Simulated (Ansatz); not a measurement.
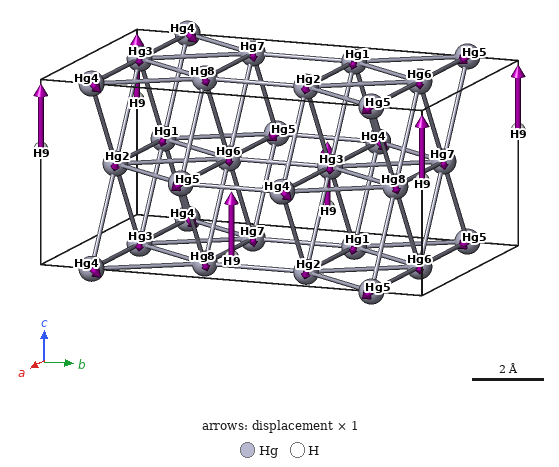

This is a relaxation of a crystal of Hg₈H (set up in Amm2) (coarse preliminary run). The starting structure is drawn; purple arrows show the displacements (the part carried along by the change of the cell is left out), at their true length.

The picture is a ball-and-stick view of the conventional cell (2 times the calculation's cell), seen slightly off an axis. Lengths and directions refer to the drawn axes.

Case: 1 H put on empty site 1 of 2 host cells, relaxed.

Level of theory: Ansatz 0.2.0, DFT PBE, scalar-relativistic, plane waves, PAW. Set-up: plane-wave cutoff 420 eV; k-point mesh 4 × 4 × 4; occupations gaussian; smearing width 0.1 eV; no spin polarisation; cell and atoms relaxed; force threshold 0.0325 eV/Å; at most 70 steps.

Which element moves most?

Answer. Hydrogen: up to 1.92 Å, against 0.38 Å for mercury.

What happened in the run?

Answer. The atom that moves furthest relative to the cell is H9 (1.92 Å along +c). By element the largest moves are H 1.92 Å, Hg 0.38 Å. Cell: a 7.459 → 6.847 Å (−8.2 %), b 11.707 → 11.876 Å (+1.4 %), c 5.403 → 5.791 Å (+7.2 %). Volume −0.2 %. Near-neighbour distances that change, for instance: Hg4–H9 2.556 → 1.873 Å, Hg4–Hg5 3.115 → 3.746 Å, Hg1–Hg2 3.730 → 3.328 Å, Hg3–Hg4 3.730 → 3.438 Å. New bonds form: Hg4–H9 (2.56 → 1.87 Å), Hg5–H9 (2.56 → 1.87 Å). The space group stays Amm2 (No. 38). Over 12 accepted moves (13 points after the start) the energy falls by 0.806 eV per cell of the calculation. The largest force component goes from 0.079 to 0.026 eV/Å. The pressure goes from −0.21 to 0.07 GPa. At 1 point the geometry stayed and the basis and grid were re-selected for the new cell (energy shift of less than 0.05 meV per cell of the calculation at most each time). The run took 4.6 min on 2 threads of Intel(R) Xeon(R) Platinum 8375C CPU @ 2.90GHz (Ice Lake) (shared host), peak memory 0.85 GiB.

Limits of the set-up: layers or molecules are held without a dispersion correction, so their spacing is unreliable.
